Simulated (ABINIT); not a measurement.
Hubbard response calculation, with input and output: MnSi (part 3 of 4)

MnSi (2 atoms in the cell); Kohn-Sham DFT of a periodic cell, LDA, DFT+U, JTH PAW LDA v2.0, spin-polarised (ABINIT 10.8.3); cutoff 707.5 eV, 4×4×4 k-mesh, fermi-dirac of 0.05 eV, collinear spins. The structure was made by swapping elements on the sites of another compound; it need not be a known phase.

Geometry of the input (Å; fractional positions):
```
2.9874  0.0000  0.0000
0.0000  2.9874  0.0000
0.0000  0.0000  2.9874
Mn 0.5000  0.5000  0.5000
Si 0.0000  0.0000  0.0000
```

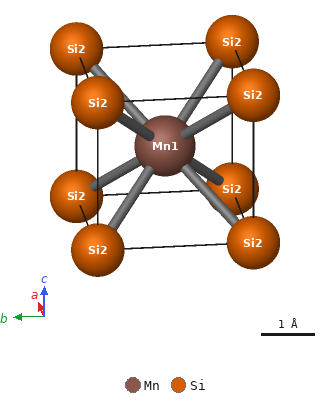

Figure 1. The structure (ball-and-stick view of the cell of the calculation, seen at an oblique angle; atoms are numbered from 1 in the order of the input).

Log, continued
```
 ------------------------------------------------------------------------------------------------------------
 Radius=ratsph(iatom), smearing ratsm=  0.0000. Diff(up-dn)=approximate z local magnetic moment.
    Atom    Radius    up_density   dn_density  Total(up+dn)  Diff(up-dn)
    1 Mn   2.11192     6.734775     6.553791     13.288566     0.180985
    2 Si   1.90945     0.715094     0.724564      1.439658    -0.009470
 ------------------------------------------------------------------------------------------------------------
  Sum:                 7.449869     7.278355     14.728224     0.171514
 Total magnetization (from the atomic spheres):                0.171514
 Total magnetization (exact up - dn):                          0.171341

 ---------- DFT+U DATA ---------------------------------------------------

 ====== For Atom     1, occupations for correlated orbitals. lpawu =   2

 Atom   1. Occ. for lpawu and for spin  1 =   2.11799
 Atom   1. Occ. for lpawu and for spin  2 =   1.96607
 => On atom   1,  local Mag. for lpawu is       -0.151922

 == Occupation matrix for correlated orbitals:

 Occupation matrix for spin  1
     0.46680    0.00000   -0.00000    0.00000    0.00000
     0.00000    0.46680    0.00000   -0.00000   -0.00000
    -0.00000    0.00000    0.35880   -0.00000    0.00000
     0.00000   -0.00000   -0.00000    0.46680    0.00000
     0.00000   -0.00000    0.00000    0.00000    0.35880

 Occupation matrix for spin  2
     0.41838   -0.00000    0.00000   -0.00000   -0.00000
    -0.00000    0.41838    0.00000    0.00000   -0.00000
     0.00000    0.00000    0.35546    0.00000   -0.00000
    -0.00000    0.00000    0.00000    0.41838    0.00000
    -0.00000   -0.00000   -0.00000    0.00000    0.35546

 ---------- calculate U, (J) start ----------

 All pawujat  ok and equal to   1
 macro_uj=1 and nspden=2: standard determination of Hubbard U-parameter

*********************************************************************
************************  Linear Response U  ************************

 Info printed for perturbed atom:    1

  Perturbations           Occupations
 --------------- -----------------------------
    alpha [eV]     Unscreened      Screened
 --------------- -----------------------------
   0.0000000000   4.0799383277   4.0799383277
  -0.0500000000   4.0877214474   4.0840569101

                    Scalar response functions:
                    Chi0 [eV^-1]:     -0.34592
                    Chi [eV^-1]:      -0.08237

 The scalar U from the two-point regression scheme is   9.24923 eV.
*********************************************************************
*********************************************************************
Note: For more reliable linear regressions of the response
matrices, it is advised that you have more than two points.
See the LRUJ protocol for more information.

 URES      ii    nat       r_max    U(J)[eV]   U_ASA[eV]   U_inf[eV]
 URES       1      1     0.00000     2.31231     1.30001     0.87465
 URES       2      8     9.77820     8.10735     4.55805     3.06667
 URES       3     27     9.77820     8.90710     5.00769     3.36918
 URES       4     64    19.55630     9.10474     5.11880     3.44394
 URES       5    125    19.55630     9.17524     5.15844     3.47061
 URES       6    216    29.33450     9.20641     5.17596     3.48240

 ---------- calculate U, (J) end --------------

================================================================================

 ----iterations are completed or convergence reached----

 Mean square residual over all n,k,spin=   24.232E-14; max=  40.390E-13
 reduced coordinates (array xred) for    2 atoms
       0.500000000000      0.500000000000      0.500000000000
       0.000000000000      0.000000000000      0.000000000000
 rms dE/dt=  2.4723E-08; max dE/dt=  3.3324E-09; dE/dt below (all hartree)
    1      -0.000000006402      0.000000000012     -0.000000017952
    2      -0.000000056917      0.000000003332     -0.000000007319

 cartesian coordinates (angstrom) at end:
    1      1.49371572898905     1.49371572898905     1.49371572898905
    2      0.00000000000000     0.00000000000000     0.00000000000000

 cartesian forces (hartree/bohr) at end:
    1     -0.00000000447393     0.00000000029405     0.00000000094175
    2      0.00000000447393    -0.00000000029405    -0.00000000094175
 frms,max,avg= 2.6450828E-09 4.4739275E-09   5.608E-09 -2.962E-10  2.238E-09 h/b

 cartesian forces (eV/Angstrom) at end:
    1     -0.00000023005860     0.00000001512068     0.00000004842679
    2      0.00000023005860    -0.00000001512068    -0.00000004842679
 frms,max,avg= 1.3601562E-07 2.3005860E-07   2.884E-07 -1.523E-08  1.151E-07 e/A
 length scales=  1.000000000000  1.000000000000  1.000000000000 bohr
              =  0.529177210544  0.529177210544  0.529177210544 angstroms
 Fermi (or HOMO) energy (hartree) =   0.32410   Average Vxc (hartree)=  -0.44298
 Magnetization (Bohr magneton)=  1.71340175E-01
 Total spin up =  9.58567009E+00   Total spin down =  9.41432991E+00
 Eigenvalues (hartree) for nkpt=  36  k points, SPIN UP:
 kpt#   1, nband= 15, wtk=  0.01563, kpt=  0.0000  0.0000  0.0000 (reduced coord)
  -2.54451   -1.40949   -1.40949   -1.40949   -0.11126    0.24463    0.24463    0.33047
   0.33047    0.33047    0.43396    0.43396    0.43396    0.62896    0.62896
      occupation numbers for kpt#   1
   1.00000    1.00000    1.00000    1.00000    1.00000    1.00000    1.00000    0.03014
   0.03014    0.03014    0.00000    0.00000    0.00000    0.00000    0.00000
 prteigrs : prtvol=0 or 1, do not print more k-points.

 Eigenvalues (hartree) for nkpt=  36  k points, SPIN DOWN:
 kpt#   1, nband= 15, wtk=  0.01563, kpt=  0.0000  0.0000  0.0000 (reduced coord)
  -2.53745   -1.40264   -1.40264   -1.40264   -0.11120    0.24778    0.24778    0.33743
   0.33743    0.33743    0.43400    0.43400    0.43400    0.63006    0.63006
      occupation numbers for kpt#   1
   1.00000    1.00000    1.00000    1.00000    1.00000    1.00000    1.00000    0.00071
   0.00071    0.00071    0.00000    0.00000    0.00000    0.00000    0.00000
 prteigrs : prtvol=0 or 1, do not print more k-points.

--- !EnergyTerms
iteration_state     : {dtset: 2, }
comment             : Components of total free energy in Hartree
kinetic             :  1.43752728569620E+01
hartree             :  2.87940758270628E+01
xc                  : -6.14077281892614E+00
Ewald energy        : -6.90843200073922E+01
psp_core            :  3.50635524107588E+00
local_psp           : -7.38016473914905E+01
PAW spherical_terms : -6.60842838299652E+00
internal            : -1.08959464675705E+02
'-kT*entropy'       : -7.08528694807118E-04
total_energy        : -1.08960173204400E+02
total_energy_eV     : -2.96495735849391E+03
...

--- !EnergyTermsDC
iteration_state     : {dtset: 2, }
comment             : '"Double-counting" decomposition of free energy'
band_energy         : -1.12309184189262E+01
Ewald energy        : -6.90843200073922E+01
psp_core            :  3.50635524107588E+00
xc_dc               : -2.82864253792240E+01
PAW spherical_terms : -3.87165795446587E+00
internal            : -1.08966966518932E+02
'-kT*entropy'       : -7.08528694807118E-04
total_energy_dc     : -1.08967675047627E+02
total_energy_dc_eV  : -2.96516149404753E+03
...

--- !EnergyTermsWithPAWCore
iteration_state     : {dtset: 2, }
comment             : 'Components of total free energy, including PAW core contributions'
Total energy        : -1.44557375816301E+03
Total energy DC     : -1.44558126000624E+03
Total energy (eV)   : -3.93360658804281E+04
Total energy DC (eV): -3.93362700159817E+04
...

 Cartesian components of stress tensor (hartree/bohr^3)
  sigma(1 1)=  1.30569054E-03  sigma(3 2)=  1.90053730E-10
  sigma(2 2)=  1.30569051E-03  sigma(3 1)=  1.29720968E-10
  sigma(3 3)=  1.30569063E-03  sigma(2 1)= -1.84404821E-10

-Cartesian components of stress tensor (GPa)         [Pressure= -3.8415E+01 GPa]
- sigma(1 1)=  3.84147419E+01  sigma(3 2)=  5.59157378E-06
- sigma(2 2)=  3.84147410E+01  sigma(3 1)=  3.81652263E-06
- sigma(3 3)=  3.84147445E+01  sigma(2 1)= -5.42537714E-06

================================================================================
== DATASET  3 ==================================================================

--- !DatasetInfo
iteration_state: {dtset: 3, }
dimensions: {natom: 2, nkpt: 36, mband: 15, nsppol: 2, nspinor: 1, nspden: 2, mpw: 1141, }
cutoff_energies: {ecut:  26.0, pawecutdg:  48.0, }
electrons: {nelect:   1.90000000E+01, charge:   0.00000000E+00, occopt:   3.00000000E+00, tsmear:   1.83746611E-03, }
meta: {optdriver: 0, ionmov: 0, optcell: 0, iscf: 17, paral_kgb: 0, }
...

 Exchange-correlation functional for the present dataset will be:
  LDA: Perdew-Wang 92 LSD fit to Ceperley-Alder data - ixc=7
  J.P.Perdew and Y.Wang, PRB 45, 13244 (1992)

 Real(R)+Recip(G) space primitive vectors, cartesian coordinates (Bohr,Bohr^-1):
 R(1)=  5.6454273  0.0000000  0.0000000  G(1)=  0.1771345  0.0000000  0.0000000
 R(2)=  0.0000000  5.6454273  0.0000000  G(2)=  0.0000000  0.1771345  0.0000000
 R(3)=  0.0000000  0.0000000  5.6454273  G(3)=  0.0000000  0.0000000  0.1771345
 Unit cell volume ucvol=  1.7992456E+02 bohr^3
 Angles (23,13,12)=  9.00000000E+01  9.00000000E+01  9.00000000E+01 degrees

 Coarse grid specifications (used for wave-functions):

 getcut: wavevector=  0.0000  0.0000  0.0000  ngfft=  27  27  27
         ecut(hartree)=     26.000   => boxcut(ratio)=   2.00643

 Fine grid specifications (used for densities):

 getcut: wavevector=  0.0000  0.0000  0.0000  ngfft=  36  36  36
         ecut(hartree)=     48.000   => boxcut(ratio)=   2.04465
--------------------------------------------------------------------------------

-inwffil : will read wavefunctions from disk file runi_DS3_WFK

 ******************************************
 DFT+U Method used: FLL
 ******************************************

================================================================================

--- !BeginCycle
iteration_state: {dtset: 3, }
solver: {iscf: 17, nstep: 120, nline: 4, wfoptalg: 10, }
tolerances: {tolvrs: 1.00E-09, }
...

     iter   Etot(hartree)      deltaE(h)  residm     nres2   difmagsph maxmagsph
 ETOT  1  -108.95269357550    -1.090E+02 6.414E-09 8.835E-03 1.829E-01 1.829E-01
 ETOT  2  -108.95271813687    -2.456E-05 4.904E-08 2.794E-02 1.365E-03 1.815E-01
 ETOT  3  -108.95268092550     3.721E-05 7.731E-06 1.049E-05 9.621E-04 1.825E-01
 ETOT  4  -108.95268158486    -6.594E-07 1.539E-08 9.602E-06 1.035E-04 1.826E-01
 ETOT  5  -108.95268155238     3.248E-08 2.289E-09 1.927E-06 7.816E-05 1.827E-01
 ETOT  6  -108.95268155174     6.385E-10 1.070E-09 5.150E-07 1.444E-04 1.828E-01
 ETOT  7  -108.95268155220    -4.603E-10 3.808E-10 4.496E-07 5.117E-05 1.829E-01
 ETOT  8  -108.95268155121     9.918E-10 1.589E-10 2.399E-08 4.202E-05 1.829E-01
 ETOT  9  -108.95268155119     2.291E-11 4.561E-11 3.827E-10 2.230E-05 1.829E-01

 At SCF step    9       nres2   =  3.83E-10 < tolvrs=  1.00E-09 =>converged.

 Cartesian components of stress tensor (hartree/bohr^3)
  sigma(1 1)=  1.29906360E-03  sigma(3 2)=  3.85283702E-10
  sigma(2 2)=  1.29906436E-03  sigma(3 1)=  6.07780575E-10
  sigma(3 3)=  1.29906577E-03  sigma(2 1)= -4.80887184E-10

--- !ResultsGS
iteration_state: {dtset: 3, }
comment   : Summary of ground state results
lattice_vectors:
- [  5.6454273,   0.0000000,   0.0000000, ]
- [  0.0000000,   5.6454273,   0.0000000, ]
- [  0.0000000,   0.0000000,   5.6454273, ]
lattice_lengths: [   5.64543,    5.64543,    5.64543, ]
lattice_angles: [ 90.000,  90.000,  90.000, ] # degrees, (23, 13, 12)
lattice_volume:   1.7992456E+02
convergence: {deltae:  2.291E-11, res2:  3.827E-10, residm:  4.561E-11, diffor: null, }
etotal    :  -1.08952682E+02
entropy   :   0.00000000E+00
fermie    :   3.24868897E-01
cartesian_stress_tensor: # hartree/bohr^3
- [  1.29906360E-03,  -4.80887184E-10,   6.07780575E-10, ]
- [ -4.80887184E-10,   1.29906436E-03,   3.85283702E-10, ]
- [  6.07780575E-10,   3.85283702E-10,   1.29906577E-03, ]
pressure_GPa:  -3.8220E+01
xred      :
- [  5.0000E-01,   5.0000E-01,   5.0000E-01, Mn]
- [  0.0000E+00,   0.0000E+00,   0.0000E+00, Si]
cartesian_forces: # hartree/bohr
- [ -1.28755328E-09,   3.49615900E-10,  -5.72760051E-09, ]
- [  1.28755328E-09,  -3.49615900E-10,   5.72760051E-09, ]
force_length_stats: {min:   5.88093804E-09, max:   5.88093804E-09, mean:   5.88093804E-09, }
...

 Integrated electronic and magnetization densities in atomic spheres:
 ------------------------------------------------------------------------------------------------------------
 Radius=ratsph(iatom), smearing ratsm=  0.0000. Diff(up-dn)=approximate z local magnetic moment.
    Atom    Radius    up_density   dn_density  Total(up+dn)  Diff(up-dn)
    1 Mn   2.11192     6.732447     6.549513     13.281960     0.182934
    2 Si   1.90945     0.715389     0.725221      1.440611    -0.009832
 ------------------------------------------------------------------------------------------------------------
  Sum:                 7.447836     7.274735     14.722571     0.173102
 Total magnetization (from the atomic spheres):                0.173102
 Total magnetization (exact up - dn):                          0.172151

 ---------- DFT+U DATA ---------------------------------------------------

 ====== For Atom     1, occupations for correlated orbitals. lpawu =   2

 Atom   1. Occ. for lpawu and for spin  1 =   2.11473
 Atom   1. Occ. for lpawu and for spin  2 =   1.96109
 => On atom   1,  local Mag. for lpawu is       -0.153638

 == Occupation matrix for correlated orbitals:

 Occupation matrix for spin  1
     0.46626    0.00000   -0.00000   -0.00000   -0.00000
     0.00000    0.46626   -0.00000   -0.00000    0.00000
    -0.00000   -0.00000    0.35797   -0.00000   -0.00000
    -0.00000   -0.00000   -0.00000    0.46626   -0.00000
    -0.00000    0.00000   -0.00000   -0.00000    0.35797

 Occupation matrix for spin  2
     0.41731   -0.00000   -0.00000    0.00000    0.00000
    -0.00000    0.41731   -0.00000    0.00000    0.00000
    -0.00000   -0.00000    0.35458   -0.00000    0.00000
     0.00000    0.00000   -0.00000    0.41731   -0.00000
     0.00000    0.00000    0.00000   -0.00000    0.35458

 ---------- calculate U, (J) start ----------

 All pawujat  ok and equal to   1
 macro_uj=1 and nspden=2: standard determination of Hubbard U-parameter

*********************************************************************
************************  Linear Response U  ************************

 Info printed for perturbed atom:    1

  Perturbations           Occupations
 --------------- -----------------------------
    alpha [eV]     Unscreened      Screened
 --------------- -----------------------------
   0.0000000000   4.0799383277   4.0799383277
   0.0500000000   4.0722101291   4.0758211529

                    Scalar response functions:
                    Chi0 [eV^-1]:     -0.34348
                    Chi [eV^-1]:      -0.08234
```
